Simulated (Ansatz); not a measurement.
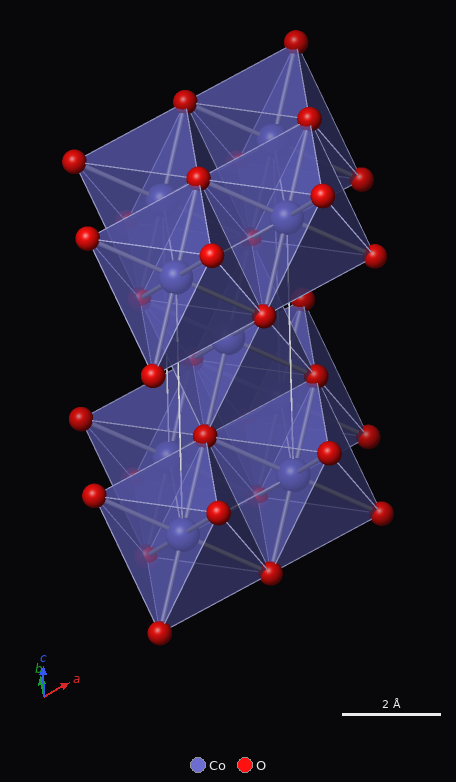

Figure 1. The structure as given in the input (polyhedral view of the reduced cell, seen at an oblique angle; polyhedra are completed across the faces of the cell). An atom can appear more than once, as a periodic image.

# Band-structure calculation of CoO

CoO (R-3m, 4 atoms in the cell), computed with DFT PBE, scalar-relativistic, plane waves, PAW, spin-polarised (Ansatz 0.2.0).

The structure derives from an entry of the Crystallography Open Database. Figures and captions count atoms from 1; the log counts them from 0 in places.

**What the program printed**
```
Warning: checkpoint.read: spin seed differs: saved bbd14f25cb1a…, current a58714208bc4…; the loaded state replaces the seed-built initial guess (but the starting_ns of a DFT+U solve that opens without the state's occupation matrices), so the run may converge into the producing seed's basin, or, where the symmetry group that follows from this deck's starting moments and starting_ns does not hold the saved magnetisation, lose that magnetisation at its first build. Where atoms have moved since the state was saved, this difference can also decide whether moments are moved with them. A self-consistent run of this deck without the state starts from its starting moments and, under a DFT+U term, its starting_ns
basis.fft_grid_basis auto: the FFT boxes are laid along the combinations [[1, 0, -1], [0, 1, -1], [0, 0, 1]] of the cell's own vectors, 2.824, 2.824 and 5.588 Å long. The dense box has 20×20×40 points. Along the cell's own vectors, as sized, it would have 40×40×40, 4.00 times as many. Of the 12 symmetry operations that the crystal satisfies within crystal.symmetry.tolerance (time reversal apart; of a slab, those that keep its plane) the dense box along the cell's own vectors carries 12, and the one as laid loses 8 of those. basis.fft_grid_basis: typed keeps the cell's own vectors: state it where this run's energies or levels are differenced outside the engine with another run's, or held beside a run that keeps those vectors.
scf.n_extra_bands = 19 over 23 filled bands (N_el = 46.0): the run solves 42 bands
Engine: ansatz 0.2.0, x86_64-unknown-linux-gnu
Pseudopotentials: kind: paw
Pseudopotential: Co, paw, valence charge 17, recommended cutoff 420 eV (normal), Co.paw.azcp
Pseudopotential: O, paw, valence charge 6, recommended cutoff 420 eV (normal), O.paw.azcp
Functional definition: PBE
  parameter kappa = 0.804
  parameter beta = 0.06672455060314922
  exchange = pbe_x(kappa = kappa, mu = beta*pi^2/3)
  correlation = pbe_c(beta = beta)
Crystal: 4 atoms, lattice volume = 36.911 Å³
Basis set: ecut = 420 eV, 737 PW (Γ), FFT grids on a1−a3, a2−a3, a3, exchange–correlation on 40×40×80 points (8 copies of the dense FFT grid, shifted against one another)
Bands: 42, of which v1, the nominal top of the filled ones, is band 23 counted from 1 (22 counted from 0)
Symmetry: 12 space group operations
Space group: R-3m (ITA 166), of the structure as read, at distance tolerance 3.3e-5 Å
Magnetic group: BNS 166.102 (UNI 1332), of the structure as read, at distance tolerance 3.3e-5 Å
k-points: 288 of 2744
Non-local potential: Co, projectors of the file, l = 0: 3, l = 1: 2, l = 2: 3, l = 3: 1
Non-local potential: O, projectors of the file, l = 0: 2, l = 1: 2, l = 2: 1
PAW form: soft (Blöchl's): semilocal exchange-correlation on the pseudo side does not see the compensation charge
PAW one-centre angular grid: Co, 590 points (default); XC on 64 Gauss nodes
PAW one-centre angular grid: O, 110 points (default); XC on 64 Gauss nodes
Initial density: read from a saved state, or passed on in memory by an earlier SCF of this step, an earlier step, the calling program or the single point that the run made first
Stability of the state it starts from, as read at its close in the collinear treatment: not read negative (Ritz values of 1 − χ₀K, real part plus size of imaginary part, from 1.0 to 1.4, by its mixing steps under the symmetry group of the SCF that read it); its run was given moments
Starting moments: Σ|m| = 5.16 μB on 2 of 4 sites; this step starts from the density that it was given
Initial wavefunctions: pseudopotential atomic-orbital guess
Functional: x = pbe(κ = 0.804, μ = 0.2195149727645171), c = pbe(β = 0.06672455060314922)
the translation (0.5, 0.5, 0.5) carries every atom to within crystal.symmetry.tolerance of an atom of its element with the starting moment reversed, but both spin channels are solved: the run starts from a saved state that isn't shown to keep it, or this solve from the single point that its walk made first
iter 1 solved again at ethr=1.29e-8 eV; its pass at ethr=3.10e-3 eV (dr2=5.93e-6 eV) is discarded
SCF iter   1: F=—  HF=-11384.656175 eV  |F-HF|=—  |Δ(HF+E_count)|=         —  Δρ=2.25e-7 (↑2.07e-7 ↓2.25e-7)  dr2=1.44e-11  dr2_m=4.60e-12  M=0.000 μB ∫|m|=5.058 μB  β_m=0.30  ethr=1.29e-8  ⟨swp⟩=4.7  Hψ=184494  notcnv=0  defer=19
eigensolver tolerance schedule: the retry pair's looser diagonalisation over-reported the residual by 413490.95 of it (diagonalisation noise at an unbounded share of the residual, at the tolerance the schedule requests for it); recorded, not acted on — ethr = c·dr2/N_el stays at c = 1.0e-1
preconditioner: auto → Kerker (q_TF=auto, 2.830 Å⁻¹)  [metal: Δε(μ)=0.002 eV  Ē_g=20.888 eV  σ=0.050 eV  W_gap=0.02  n_scr=16 (ndim 8)  ℏωp=33.5 eV  f_vac=0.000  D(μ)=5.00/eV (n_scr^D=68)]
spin=Collinear: Kerker preconditioning applied to the charge; magnetization (m = ρ↑ − ρ↓) channel mixes plain (no charge-response kernel on spin).
SCF iter   2: F=-11384.656175 eV  HF=-11384.656175 eV  |F-HF|=1.82e-12  |Δ(HF+E_count)|=   1.66e-7  Δρ=1.96e-7 (↑1.63e-7 ↓1.96e-7)  dr2=1.32e-11  dr2_m=3.55e-12  M=0.000 μB ∫|m|=5.058 μB  ethr=1.00e-12  ⟨swp⟩=6.7  Hψ=79727  notcnv=0
SCF 1 converged in 2 iterations: F = -11384.656175 eV  dr2 = 1.32e-11
  greatest PAW one-centre occupation: 1.003 electrons in one spin orbital (limit 2), on the Co atom at site 2 (counted from 0), in its partial waves of l = 1
NSCF: frozen V_eff on 101 k-points
the translation (0.5, 0.5, 0.5) carries every atom to within crystal.symmetry.tolerance of an atom of its element with the starting moment reversed, but both spin channels are solved: the SCF whose density it solves on was not solved under it
NSCF: frozen V_eff on 891 k-points
the translation (0.5, 0.5, 0.5) carries every atom to within crystal.symmetry.tolerance of an atom of its element with the starting moment reversed, but both spin channels are solved: the SCF whose density it solves on was not solved under it
SCF converged after 2 iterations
Magnetization: 0.0000 μB (23.0000 up, 23.0000 down)
Absolute magnetization: 5.0583 μB (∫|ρ↑−ρ↓|, with the PAW one-centre terms)
Spin contamination: 2.5318 ħ² per cell (⟨S²⟩ above its minimum at these occupations)
Per-site moments (μB) at R_I (Å): [(2.343186244838835, 0.8695332953637429), (2.824670454732662e-7, 0.8695332953637432), (-2.3431852949565477, 0.8695338554655667), (2.8246704530566607e-7, 0.8695332953637429)]
Free energy (F): -11384.656175 eV
Harris-Foulkes:  -11384.656175 eV  (|F-HF|=1.82e-12)
Internal energy: -11384.649927 eV  (E = F + TS)
E sigma→0 (E₀):  -11384.653051 eV
Entropy (-TS):   -0.006248 eV (-1.562 meV/atom)
Fermi energy:    14.729004 eV
--- Per-component energies (eV) ---
  E_band       = -576.307937
  E_kinetic    = 1238.639815
  E_local      = -6725.270584  (includes V_loc(G=0)·N_el)
  E_nonlocal   = 1025.901658
  E_hartree    = 2765.201102
  E_xc         = -458.595910
  E_vxc        = -589.479681  (∫ρ·V_xc dr)
  E_paw        = -3352.865586  (= ΣΔE_a)
  E_vpaw       = -1056.506277  (= ΣTr[D̂ρ^β])
  E_aug_tail   = 0.004789  (compensation charges beyond the density's cutoff)
  E_ewald      = -5877.665212
  E_smearing   = -0.006248  (= −TS)
  E_closure    = -0.000000  (closes the sum)
  Σ components = -11384.656175   (vs F -11384.656175, Δ=0.00e0)
--- Forces (eV/Å), atoms counted from 1 ---
  atom   1  Co     0.00000000     0.00000000    -0.00000000
  atom   2  O      0.00000565     0.00000565    -0.00000565
  atom   3  Co     0.00000000    -0.00000000     0.00000000
  atom   4  O     -0.00000565    -0.00000565     0.00000565
  max |Σ_I F_I| component: 8.47e-22 eV/Å
--- Stress (GPa, compression-positive) ---
        0.003278       0.002946      -0.002946
        0.002946       0.003278      -0.002946
       -0.002946      -0.002946       0.003278
  P = ⅓ Tr σ = 0.0033 GPa (0.033 kbar)
--- Band table (eV; the first three rows and the last of 576) ---
  k-point 0 ↑: bands = ["-82.0877", "-79.1835", "-45.4864", "-45.2814", "-45.2814", "-42.5484", "-42.4925", "-42.4925", "-5.6633", "-4.6198", "6.0862", "9.6367", "9.6367", "10.9035", "11.5398", "12.0865", "12.0865", "12.0917", "12.0917", "12.7496", "12.7496", "13.9130", "14.1447", "14.1447", "16.2408", "16.4018", "16.4018", "21.1320", "23.1630", "30.9611", "30.9611", "31.1802", "31.2289", "34.9130", "34.9130", "36.4507", "37.9021", "38.3552", "38.3552", "39.1001", "40.6671", "40.6671"]
  k-point 1 ↑: bands = ["-82.0874", "-79.1832", "-45.4859", "-45.2844", "-45.2822", "-42.5480", "-42.4960", "-42.4934", "-5.6027", "-4.5970", "6.1895", "9.5561", "9.6500", "10.7046", "11.4125", "11.6616", "11.7267", "12.2193", "12.3525", "12.8191", "12.9614", "13.9276", "14.1642", "14.1954", "16.2406", "16.3871", "16.6182", "21.4717", "23.1171", "30.3146", "30.7458", "31.0693", "31.3378", "34.1666", "34.4923", "36.3150", "38.1557", "38.5094", "38.5659", "38.7004", "40.1133", "41.3381"]
  k-point 2 ↑: bands = ["-82.0865", "-79.1822", "-45.4847", "-45.2929", "-45.2843", "-42.5465", "-42.5058", "-42.4958", "-5.4290", "-4.5312", "6.4833", "9.3203", "9.6812", "10.1219", "10.7109", "11.3419", "11.6853", "12.2954", "12.4866", "12.9972", "13.1627", "13.9397", "14.2132", "14.3349", "15.9609", "16.3489", "17.5035", "22.2903", "23.0265", "28.9520", "29.8356", "31.1697", "31.3203", "33.0573", "33.5757", "35.3747", "36.7005", "38.9660", "39.1712", "40.1464", "40.6312", "42.2144"]
  k-point 287 ↓: bands = ["-82.0877", "-79.1835", "-45.4863", "-45.2814", "-45.2814", "-42.5484", "-42.4925", "-42.4925", "-5.1845", "-5.1771", "7.8044", "7.9902", "9.9563", "9.9563", "10.9849", "10.9849", "12.1221", "12.1221", "12.1376", "13.9098", "13.9098", "13.9667", "14.0746", "14.0746", "16.0226", "16.0226", "18.6613", "18.8719", "25.6679", "25.8653", "32.6995", "32.6995", "32.9148", "32.9148", "36.0428", "36.0883", "37.8208", "37.8208", "37.9601", "37.9601", "39.5279", "39.7199"]
--- Löwdin populations: 4 sites ---
  site symbol       q [e]    m [muB]
     0     Co     15.9549     2.3640
     1      O      6.9263     0.0000
     2     Co     15.9549    -2.3640
     3      O      6.9263     0.0000
  spilling = 0.005166 (of n_electrons = 46.000000)
--- Bader charges: 4 sites ---
  site symbol  charge [e]  shift [e]    m [muB]
     0     Co      1.1885     0.0030     2.3978
     1      O     -1.1885     0.0030     0.0000
     2     Co      1.1885     0.0030    -2.3978
     3      O     -1.1885     0.0030     0.0000
  estimated error of the sums over rays = 3.2e-4 e
```

**File bader_charges.tsv**
```
# site	symbol	x_ang	y_ang	z_ang	partial_charge_e	electrons	volume_ang3	relative_density_drop	shared_charge_e	partial_wave_shift_e	spin_moment_mub
# quadrature_error_electrons = 3.2e-4
0	Co	0.0000	0.0000	0.0000	1.18850	25.81150	8.76	-	1.18850	0.00300	2.39782
1	O	2.1026	2.1026	1.8910	-1.18850	9.18850	9.69	-	-1.18850	0.00300	0.00000
2	Co	-4.6286	-4.6286	4.6286	1.18850	25.81150	8.76	-	1.18850	0.00300	-2.39782
3	O	-2.5260	-2.5260	6.5196	-1.18850	9.18850	9.69	-	-1.18850	0.00300	0.00000
```

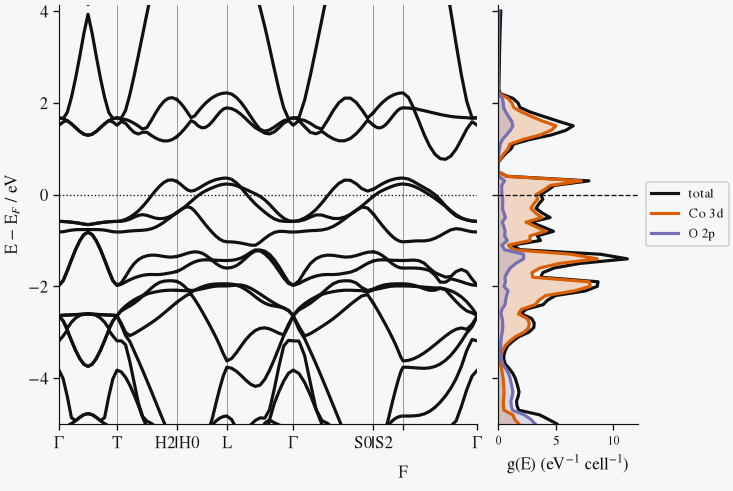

Figure 2. Band structure along Γ–T–H2|H0–L–Γ–S0|S2–F–Γ and density of states (projected on Löwdin-orthogonalised atomic shells), with energies from the Fermi level. Bands cross the Fermi level: a metal at this level of theory.

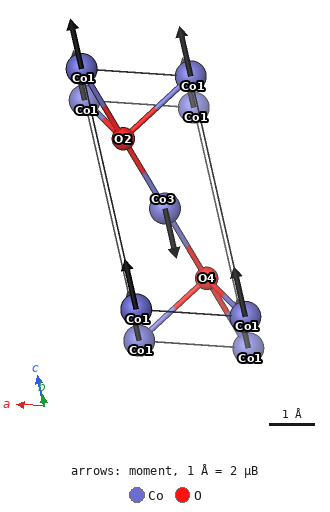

Figure 3. Magnetic moments of the sites as black arrows (ball-and-stick view of the reduced cell, seen at an oblique angle; atoms are numbered from 1 in the order of the input); small moments hardly show. The run is collinear, so the axis drawn is arbitrary. Site moments: Co1 (2.34 μB); Co3 (−2.34 μB). They are counted near the atoms and needn't add up to the moment of the cell.

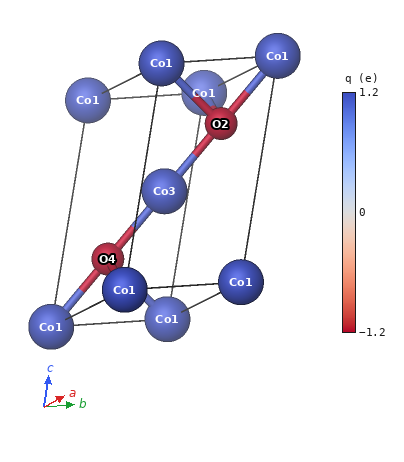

Figure 4. Bader charges, as the colour of each atom (ball-and-stick view of the reduced cell, seen at an oblique angle; atoms are numbered from 1 in the order of the input). By element: Co +1.19 and O −1.19 e.

The run was set up as follows.

**Input**
```yaml
crystal:
  lattice:
    - [-2.4201285387, -2.4201285387, 4.4169394822]
    - [-4.4169394822, -2.4201285387, 2.4201285387]
    - [-2.4201285387, -4.4169394822, 2.4201285387]
  atoms:
    - { symbol: Co, position: [0.0, 0.0, 0.0], spin: 2.58 }
    - { symbol: O, position: [1.2500000668, -0.7499999332, -0.7499999332] }
    - { symbol: Co, position: [0.5, 0.5, 0.5], spin: -2.58 }
    - { symbol: O, position: [1.7499999332, -0.2500000668, -0.2500000668] }
basis:
  ecutwfc: 420
  ecutrho_ratio: 4
kpoints:
  mp_grid: { grid: [14, 14, 14] }
  band_path:
    path:
      - [[0.0, 0.0, 0.0], [1.0, 1.0, 1.0], [1.0, 0.72870408, 1.27129592]]
      - [[0.27129592, 0.0, 0.72870408], [0.5, 0.0, 0.5], [0.0, 0.0, 0.0], [0.0, -0.36435204, 0.36435204]]
      - [[0.63564796, 0.36435204, 1.0], [0.5, 0.5, 1.0], [0.0, 0.0, 0.0]]
    npoints: 14
hamiltonian:
  xc: pbe
scf:
  occupations: { method: gaussian, width: 0.05 }
  lower_state_search: "off"
  n_extra_bands: 19
output:
  forces: true
  stress: true
  eigenvalues: true
  populations: true
  dos: { projected: true, de: 0.02, nscf_kmesh: { grid: [21, 21, 21] } }
  bader: true
magnetization:
  spin_polarized: true
checkpoint:
  read: start.run
  write: ck
  compress: false
  write_wavefunctions: false
  write_every: 100000
```

Launch command:
```bash
ansatz run input.yaml --threads 1 --pin off --max-ram 2560MiB --backend cpu --events-out ev --progress --plain --runs-dir out
```

**Summary**

```json
{"quantity": "outcome", "value": "converged"}
{"quantity": "space group (tolerance 0.01 Å)", "value": "R-3m (166)"}
{"quantity": "electrons treated", "value": "46"}
{"quantity": "free energy", "value": "−11384.6562 eV"}
{"quantity": "Fermi energy", "value": "14.729 eV"}
{"quantity": "gap on the k-point mesh", "value": "none (metallic)"}
{"quantity": "net moment of the cell", "value": "0.00 μB"}
{"quantity": "integrated absolute moment", "value": "5.06 μB"}
{"quantity": "pressure", "value": "0.00 GPa"}
{"quantity": "largest force (length of the vector)", "value": "under 0.001 eV/Å"}
{"quantity": "hardware", "value": "1 thread of Intel Xeon @ 2.50GHz (Skylake/Cascade Lake), 64 GiB of memory available, shared host"}
{"quantity": "wall time", "value": "2.8 min"}
{"quantity": "peak memory", "value": "1.6 GiB"}
```

**Remarks**

Warnings of the run: the state was not tested for a lower one.
